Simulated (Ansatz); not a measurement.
## Si: molecular dynamics (part 3 of 3)

The same run, continued: Si (P1, 16 atoms in the cell); DFT PBE, scalar-relativistic, plane waves, PAW, no spin polarisation (Ansatz 0.2.0); cutoff 420 eV, 2×2×2 k-mesh, Fermi–Dirac smearing of 0.24 eV. The structure derives from an entry of the Crystallography Open Database. It belongs to a series of runs on one base structure; here: dynamics from the last frame of the run before.

Geometry of the input (Å; fractional positions):
```
0.0000  5.3810  5.3810
5.3810  0.0000  5.3810
5.3810  5.3810  0.0000
Si 0.0139  0.0662  -0.0554
Si 0.2207  0.0264  0.1205
Si -0.0028  0.0299  0.4817
Si 0.1100  0.1696  0.6158
Si 0.1098  0.3904  -0.0522
Si -0.0130  0.7015  0.1441
Si -0.0671  0.4800  0.6665
Si 0.1797  0.6237  0.5586
Si 0.6173  -0.0912  -0.0867
Si 0.6794  0.0445  0.1277
Si 0.5065  -0.0602  0.4944
Si 0.6579  0.1226  0.5397
Si 0.4406  0.3868  0.0090
Si 0.7183  0.5474  -0.0137
Si 0.5722  0.4673  0.3829
Si 0.6114  0.5102  0.6382
```

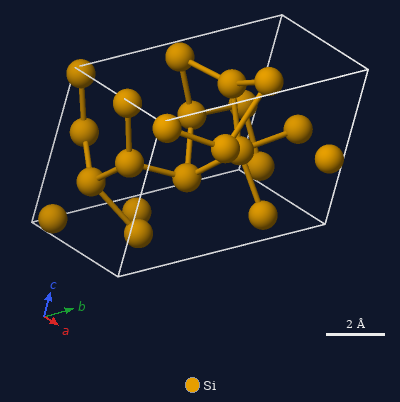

Figure 1. The geometry at step 113 of the log (ball-and-stick view of the cell of the calculation, seen slightly off an axis).

## Trajectory as extended XYZ, continued
```
16
Lattice="0.0000 5.3810 5.3810 5.3810 0.0000 5.3810 5.3810 5.3810 0.0000" Properties=species:S:1:pos:R:3:forces:R:3 step=56 time_fs=112.0 energy=-10164.47730 temperature=1341.6
Si    0.3906   -0.3531    0.2976   -0.3088  -1.4462  -0.9144
Si    0.5514    1.7709    0.9840    0.2069   1.7335   0.8013
Si    2.4971    3.0192   -0.1918   -2.8382   0.0300  -0.3523
Si    4.0567    3.6123    1.2050    1.7490   1.2888   1.4911
Si    1.7759    0.7571    2.7317    1.3698   0.8170  -0.9404
Si    4.0879    0.3605    3.6489    0.1768  -0.3905  -0.3447
Si    6.1225    2.8684    2.1827   -0.1257   0.8640   0.4114
Si    6.4509    4.6158    4.1179   -0.4235  -1.9894   0.5253
Si   -0.9273    2.8088    3.0512    2.3271   1.2499  -1.3472
Si    1.2942    3.6749    3.9238    0.1824  -0.2590  -0.2616
Si    2.7439    5.0796    2.4642   -1.6867   0.5080   0.6397
Si    3.4768    6.6502    4.2604   -0.4086  -2.3822  -1.0190
Si    2.7130    1.8006    4.9750   -1.4835   0.4446   0.2869
Si    2.9592    3.8670    6.9396   -0.4777   0.2118  -0.1273
Si    4.4634    4.8611    5.3255    0.1607   0.1714   0.8409
Si    6.1177    6.2556    6.3804    1.5798  -0.8518   0.3103
16
Lattice="0.0000 5.3810 5.3810 5.3810 0.0000 5.3810 5.3810 5.3810 0.0000" Properties=species:S:1:pos:R:3:forces:R:3 step=70 time_fs=140.0 energy=-10164.16234 temperature=1346.7
Si    0.2857   -0.4995    0.1906    0.2961   1.7302  -0.3092
Si    0.5243    1.7818    0.9854    0.6111  -0.0211   0.8135
Si    2.3053    2.9618   -0.3485   -0.0305  -0.6218   1.1880
Si    4.0664    3.7603    1.2567   -2.5716  -0.3280  -0.6882
Si    2.1113    0.7153    2.8456   -3.0058   0.5430  -0.9777
Si    4.1276    0.3164    3.4015    2.8738  -0.7058   0.9477
Si    5.9417    3.0282    2.1777    1.6254   0.1018   0.8055
Si    6.2202    4.6197    4.2882    1.8405  -0.4812  -1.7213
Si   -0.6362    2.9710    3.0934    1.3755  -1.1841   0.5935
Si    1.6201    3.7842    4.0965   -0.0605  -1.9014   0.1025
Si    2.5719    5.0919    2.4579   -0.1596   0.2696   0.0157
Si    3.4100    6.4482    4.1500    0.0536   1.7870  -1.0553
Si    2.8408    1.7140    5.3018   -0.7077   0.7023  -0.3866
Si    3.2989    3.7671    6.9643   -2.5204  -0.9491   0.8345
Si    4.3292    4.8189    5.3799    0.5550   1.2749   0.3536
Si    6.2200    6.2037    6.7109   -0.1749  -0.2161  -0.5162
16
Lattice="0.0000 5.3810 5.3810 5.3810 0.0000 5.3810 5.3810 5.3810 0.0000" Properties=species:S:1:pos:R:3:forces:R:3 step=84 time_fs=168.0 energy=-10165.53029 temperature=1280.7
Si    0.3416   -0.4277    0.2010   -0.7272  -0.2293   0.0534
Si    0.4764    1.7874    1.1298    0.3186  -0.1211   0.1680
Si    2.1437    2.6858   -0.3289   -0.4761   1.3021   1.4886
Si    3.7504    3.7379    1.2221    1.1664  -0.5652  -1.1345
Si    2.0539    0.6520    2.6599    0.3911  -0.4628   0.9977
Si    4.3918    0.0229    3.4144   -0.1416   0.1294  -0.0352
Si    6.0588    3.2176    2.2140   -0.3450  -0.2433  -0.5796
Si    6.2858    4.5117    4.2246   -0.2694   0.1550  -0.0965
Si   -0.2800    2.9909    3.1548   -0.3973  -1.1069  -0.1090
Si    1.8248    3.5377    4.2625   -0.3889   0.1377   0.0875
Si    2.4274    5.0519    2.4658   -0.0954  -0.2502   0.7915
Si    3.3325    6.6007    3.8980    2.0272  -0.3730   0.1918
Si    2.6428    1.6495    5.5152    0.1731  -0.0488  -0.4199
Si    3.1480    3.5237    7.2294   -0.4611   0.0758  -0.5018
Si    4.2288    4.8165    5.5378    0.7016   1.2242  -0.6326
Si    6.1066    6.1678    6.8343   -1.4760   0.3763  -0.2693
16
Lattice="0.0000 5.3810 5.3810 5.3810 0.0000 5.3810 5.3810 5.3810 0.0000" Properties=species:S:1:pos:R:3:forces:R:3 step=99 time_fs=198.0 energy=-10165.00262 temperature=952.9
Si    0.1617   -0.4009    0.1775   -0.2877  -0.6374   0.1686
Si    0.3821    1.7427    1.1776    0.9049  -0.8763  -0.8582
Si    2.0266    2.6769   -0.2214   -0.5621  -0.4172  -1.4281
Si    3.5946    3.6427    0.9975    1.2570   1.3156   1.2152
Si    2.0883    0.6864    2.8076    0.3805  -0.2342   1.0084
Si    4.5902   -0.1538    3.3748   -0.8702  -0.1398  -0.7359
Si    6.0309    3.3397    2.0280   -0.8366  -0.5073  -0.3620
Si    6.1417    4.4499    4.1092   -0.0557   0.1585   0.1582
Si   -0.1051    2.7835    3.0875   -0.5589   0.4705   0.9537
Si    1.8413    3.3971    4.2844   -0.9117   0.0524   1.1212
Si    2.2383    4.8067    2.6430    1.0329   1.7199  -1.8012
Si    3.5228    6.6853    3.7319   -0.9824  -0.3954   0.6368
Si    2.4755    1.6196    5.5172    0.4792  -0.9392   0.3450
Si    3.0357    3.3115    7.4524    0.5263   0.4829  -0.9336
Si    4.1823    5.0194    5.4569    0.1078  -0.1428  -0.1150
Si    5.8329    6.1990    6.7695    0.3767   0.0899   0.6269
16
Lattice="0.0000 5.3810 5.3810 5.3810 0.0000 5.3810 5.3810 5.3810 0.0000" Properties=species:S:1:pos:R:3:forces:R:3 step=113 time_fs=226.0 energy=-10165.76217 temperature=930.2
Si   -0.0764   -0.4413    0.1713    0.5109   0.7704  -1.2364
Si    0.4962    1.6255    1.0831    0.2952  -0.2462   0.7911
Si    2.0147    2.6063   -0.3266    0.5786   0.4780  -0.4845
Si    3.6364    3.7004    1.0249   -1.1501  -0.6568   0.1205
Si    2.2496    0.6425    3.2400   -0.1169   0.4194  -0.0409
Si    4.4997   -0.3055    3.1939   -0.1591  -0.0369   0.4136
Si    5.7794    3.2583    1.8477    0.9526  -0.6926   1.3160
Si    6.1304    4.5136    4.2700    0.3218  -1.1083  -0.9588
Si   -0.0779    2.6161    3.1263   -0.4614  -0.1488   0.0362
Si    1.6468    3.4331    4.5755   -0.1507   0.5570  -0.5451
Si    2.3040    4.7962    2.5317    0.5182   0.5929   1.3733
Si    3.5733    6.5200    3.8910   -1.1744   0.4704  -0.7416
Si    2.4286    1.4656    5.6255    0.8847   0.1665  -0.3909
Si    3.1823    3.3738    7.3096   -0.3766   0.0289  -0.9920
Si    4.1974    5.0219    5.4792    0.3787  -0.8376   1.3528
Si    5.9728    6.1006    6.9190   -0.8515   0.2437  -0.0135
16
Lattice="0.0000 5.3810 5.3810 5.3810 0.0000 5.3810 5.3810 5.3810 0.0000" Properties=species:S:1:pos:R:3:forces:R:3 step=127 time_fs=254.0 energy=-10165.59454 temperature=571.2
Si   -0.1679   -0.4106   -0.0143   -0.4642   0.1398   0.6090
Si    0.6332    1.5667    1.1095   -0.2168  -0.4346   0.6885
Si    2.0530    2.5885   -0.4276   -0.0552   0.1741   0.7519
Si    3.5361    3.5856    1.1075    1.2062   0.3115   0.0469
Si    2.2976    0.7003    3.5882   -0.4425  -0.7021  -2.1457
Si    4.4461   -0.4522    3.0773   -0.6372  -0.0950   1.2881
Si    5.8139    3.0083    1.9958    0.0954   0.3934   0.2257
Si    6.0972    4.3825    4.2836    0.2272  -0.4660  -1.3093
Si   -0.0969    2.5409    3.2011   -0.3396  -0.2407  -0.4129
Si    1.6012    3.5330    4.6799    0.1060  -0.0193  -0.5293
Si    2.4717    4.9943    2.6000   -0.8163  -1.4211  -0.2926
Si    3.4574    6.4388    3.9530    1.4831   0.8118   1.0005
Si    2.5233    1.4492    5.6454    0.2463   0.8217   1.8071
Si    3.1755    3.4484    7.0609   -1.5044  -1.9891   0.4752
Si    4.2439    4.8038    5.6744    0.8118   1.7266  -1.6979
Si    5.9348    5.9528    7.0266    0.3003   0.9890  -0.5051
16
Lattice="0.0000 5.3810 5.3810 5.3810 0.0000 5.3810 5.3810 5.3810 0.0000" Properties=species:S:1:pos:R:3:forces:R:3 step=141 time_fs=282.0 energy=-10166.63806 temperature=557.5
Si   -0.1287   -0.3241   -0.0666   -0.4066  -0.2868   0.4083
Si    0.7645    1.4124    1.2747    0.7902   0.2329   0.4364
Si    2.0917    2.6057   -0.3823    0.1303  -0.5581   1.1490
Si    3.6692    3.6107    1.0558    0.5693   0.8260   0.5909
Si    2.2826    0.6629    3.4269   -1.1061  -0.2269  -0.2450
Si    4.2701   -0.5583    3.1230    0.4871  -0.3836  -0.0180
Si    5.8756    2.8965    2.1126   -0.7367  -0.0803  -1.3727
Si    6.0685    4.1371    3.9638    0.4406   1.2235   1.0280
Si   -0.0658    2.4962    3.2390   -0.6184   0.1223  -0.3702
Si    1.6137    3.5539    4.5732   -0.0420  -0.0581  -0.1741
Si    2.4068    4.9331    2.6765    0.6742  -0.6456   0.1132
Si    3.5941    6.4466    4.0953   -0.0651  -0.0701  -0.3149
Si    2.6101    1.5061    5.7563   -0.5153  -1.5432  -1.5407
Si    2.9135    3.3340    6.9701    0.2074   1.4136   0.4521
Si    4.3820    4.7454    5.5717    0.3674   0.5968  -0.1028
Si    5.9475    5.9859    7.0285   -0.1763  -0.5625  -0.0394
16
Lattice="0.0000 5.3810 5.3810 5.3810 0.0000 5.3810 5.3810 5.3810 0.0000" Properties=species:S:1:pos:R:3:forces:R:3 step=155 time_fs=310.0 energy=-10167.06835 temperature=593.0
Si   -0.1067   -0.3359   -0.0001   -0.2905   0.4002  -0.5539
Si    0.8972    1.3180    1.3534    0.1418   0.6546  -0.0430
Si    2.1775    2.5975   -0.2127    0.3995  -0.1170   0.1818
Si    3.8356    3.6764    1.1674   -1.3487   0.2216   0.0681
Si    2.1163    0.4971    3.2027    0.6874   0.2224   0.5810
Si    4.2042   -0.7380    3.0621    0.2899   0.9510   0.1188
Si    5.8033    2.8323    2.0116    0.0283   0.1059   0.4064
Si    6.1385    4.1559    3.9366    0.4290  -1.1081   0.6119
Si   -0.1313    2.5387    3.1367    0.0550  -0.6542   0.2052
Si    1.6457    3.5793    4.5734   -0.6395  -1.1219   0.4807
Si    2.4285    4.7891    2.8032    0.5635   0.7257  -0.9649
Si    3.6278    6.4106    4.0786   -0.2333   0.4692  -0.0350
Si    2.6933    1.3436    5.6345   -0.4845   0.0633  -0.5474
Si    2.7094    3.4378    6.9449    0.4875  -0.1084  -1.2294
Si    4.5421    4.7548    5.5054   -0.6718   0.3858   0.5246
Si    5.9603    5.9485    7.0269    0.5866  -1.0901   0.1952
16
Lattice="0.0000 5.3810 5.3810 5.3810 0.0000 5.3810 5.3810 5.3810 0.0000" Properties=species:S:1:pos:R:3:forces:R:3 step=169 time_fs=338.0 energy=-10167.41673 temperature=509.2
Si   -0.0615   -0.3591    0.0194   -0.6121  -0.3287  -0.7375
Si    0.9412    1.3569    1.2848   -0.1189   0.0188   0.0730
Si    2.3179    2.5763   -0.1451   -0.4620  -0.1823  -0.5451
Si    3.7427    3.6981    1.1981    1.2083   0.4629   0.2844
Si    2.1412    0.4246    3.0599    0.6132  -0.0680   0.9536
Si    4.2453   -0.7123    2.9972    0.1433   0.1273   0.5242
Si    5.7724    2.7452    2.0231    0.3006  -0.1597   0.4622
Si    6.2973    4.0476    4.0260   -0.4130  -0.5000  -0.1178
Si   -0.1160    2.4835    3.0596   -0.3284   0.1870  -0.1240
Si    1.5583    3.3147    4.5464   -0.1046   0.7860  -0.7731
Si    2.5321    4.8228    2.7991    0.0363  -0.6014   0.9543
Si    3.6629    6.4893    4.0246   -0.0750  -0.3210   0.2540
Si    2.6409    1.2620    5.4611   -0.2434  -0.0393  -0.1049
Si    2.6883    3.4546    6.6979    0.5473  -0.2569  -0.3068
Si    4.5896    4.8663    5.4999   -0.1240  -0.2793  -0.2058
Si    6.0540    5.7099    7.1711   -0.3677   1.1545  -0.5909
```

## Summary

```json
{"quantity": "outcome", "value": "finished"}
{"quantity": "mean temperature over the second half", "value": "757 K"}
{"quantity": "trajectory", "value": "169 steps, 338 fs"}
{"quantity": "ensemble", "value": "nvt_langevin"}
{"quantity": "temperature in the input", "value": "2240.0 K"}
{"quantity": "time step", "value": "2 fs"}
{"quantity": "space group of the start (tolerance 0.01 Å)", "value": "P1 (1)"}
{"quantity": "electrons treated", "value": "64"}
{"quantity": "potential energy (free energy of the electrons) (last step)", "value": "−10167.4167 eV"}
{"quantity": "Fermi energy (last step)", "value": "6.698 eV"}
{"quantity": "largest force (length of the vector) (last step)", "value": "1.348 eV/Å"}
{"quantity": "wall time", "value": "15 min"}
{"quantity": "peak memory", "value": "0.59 GiB"}
```

## Remarks

The k-point mesh is coarse for a cell of this size, so the results may not be converged. So short a trajectory is not equilibrated. The logged temperature at the start can lie below the typed one, since it is counted over all degrees of freedom. The temperature stays far from the 2240 K of the thermostat over the second half: the run isn't equilibrated.
